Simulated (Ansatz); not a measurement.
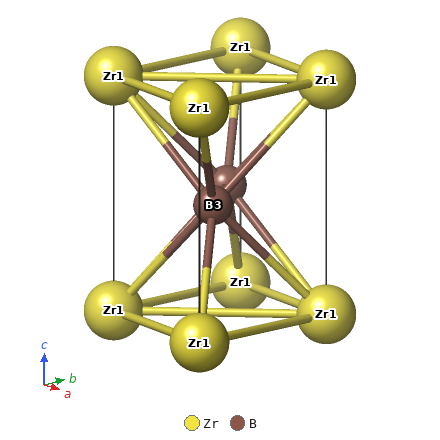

Two computed energy maps of cells of ZrB₂. The picture above is the structure of the first map.

Map 1

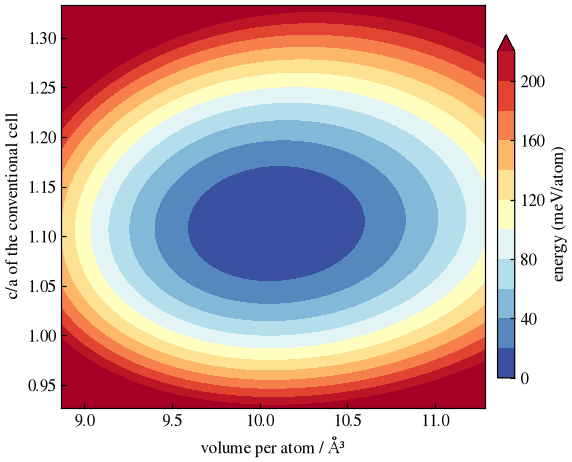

ZrB₂ (P6/mmm, No. 191; 3 atoms in the cell). The energy is mapped over volume and the cell's shape. First axis: volume per atom. Second axis: c/a of the conventional cell. Nothing is relaxed (symmetry fixes all fractional coordinates). The scan uses a 7 × 7 grid. Points are written as (first, second). Energies are in meV/atom, from the lowest grid point. Method: DFT PBEsol, scalar-relativistic, plane waves, PAW (Ansatz). Settings: cutoff 520 eV, k-mesh 18×18×12 in the order of the run's cell vectors, gaussian smearing 0.15 eV, no spin polarisation.

Drawn: filled contours, one colour for all values above the top of the scale. Between grid points the surface is interpolated.

Map 2

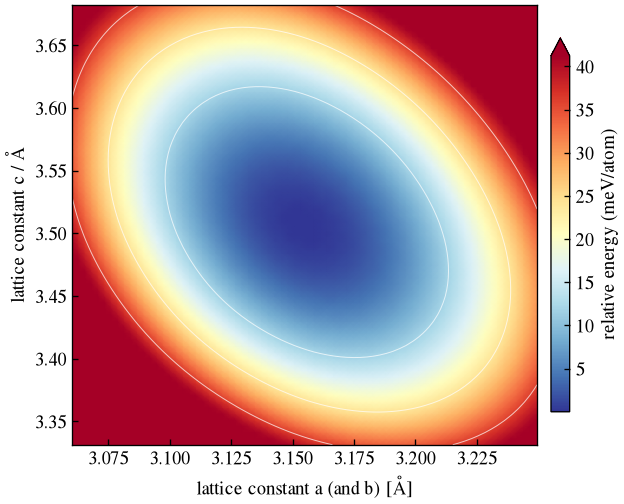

ZrB2 (P6/mmm, No. 191; 3 atoms in the cell). The energy is mapped over the lattice constants a and c of the conventional cell. The first coordinate is: lattice constant a (and b); the second: lattice constant c. Nothing is relaxed (symmetry fixes all fractional coordinates). The grid has 7 × 7 points. Points are written as (first, second). All energies are given in meV/atom relative to the lowest grid point. The calculation used DFT PBEsol, scalar-relativistic, plane waves, PAW (Ansatz). Settings: cutoff 520 eV, k-mesh 15×15×12 in the order of the run's cell vectors, gaussian smearing 0.15 eV, no spin polarisation.

In the figure: a smooth colour map with a few white contour lines, one colour for all values above the top of the scale. Between grid points the surface is interpolated.

What does each map show?

Answer. Map 1: The lowest grid point is at (10.076 Å³, 1.112). It is the only kind of minimum in the scanned range. The highest grid point, (8.866 Å³, 1.333), lies 417 meV/atom above the lowest. Round the minimum the two coordinates are weakly coupled (coupling −0.06 in units of the two stiffnesses).
Map 2: The lowest grid point is at (3.155 Å, 3.507 Å). It is the only kind of minimum in the scanned range. The highest grid point, (3.060 Å, 3.331 Å), lies 108 meV/atom above the lowest. Round the minimum the valley is somewhat tilted: raising lattice constant a (and b) shifts the best value of lattice constant c downwards (coupling k₁₂/√(k₁₁k₂₂) about 0.3).

Maps 1, 2 start from a relaxed reference structure. Do they show a way to lower its energy?

Answer. No. In each of them the reference is the lowest point, within the accuracy of the grid, so it is stable against the distortions scanned (other distortions weren't tried).
